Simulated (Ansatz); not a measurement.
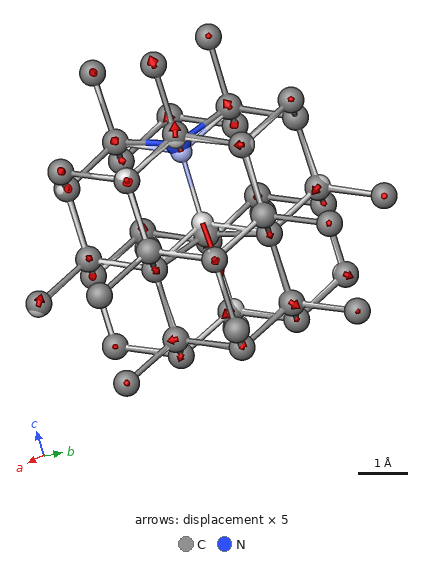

This is a relaxation of a defect cell of composition C$_{127}$N. The starting structure is drawn faded, the final one solid; red arrows show the displacements, 5 times their true length.

A ball-and-stick model of the atoms within 4.2 Å of the atom that moves most (axes of the cell of the calculation (origin shifted)), seen slightly off an axis.

The atoms of the start lie slightly off their symmetric places, so part of the fall in energy undoes that.

The calculation used DFT, PBEsol, PAW, plane waves in Ansatz. Set-up: plane-wave cutoff 420 eV; k-point mesh 1 × 1 × 1; mesh shifted by (0.25, 0.25, 0.25); collinear spin; atoms relaxed in a fixed cell; force threshold 0.03 eV/Å; at most 80 steps.

Q: What did the optimiser do to the structure, and how much energy did it gain?

A: A C atom moves most: 0.25 Å along [1 1 −3]. By element the largest moves are C 0.25 Å, N 0.19 Å. The cell stays as it was. Some distances before and after: C–N 1.553 → 1.992 Å, C–C 1.557 → 1.476 Å, C–C 1.461 → 1.534 Å, C–C 1.482 → 1.542 Å. Among the angles between lasting bonds that change: C–C–C 111.1° → 102.6°, C–C–C 107.6° → 115.7°, C–C–C 108.8° → 102.8°. The energy falls by 4.444 eV per cell of the calculation in 8 geometry steps. The largest force component goes from 3.2 to 0.0076 eV/Å.
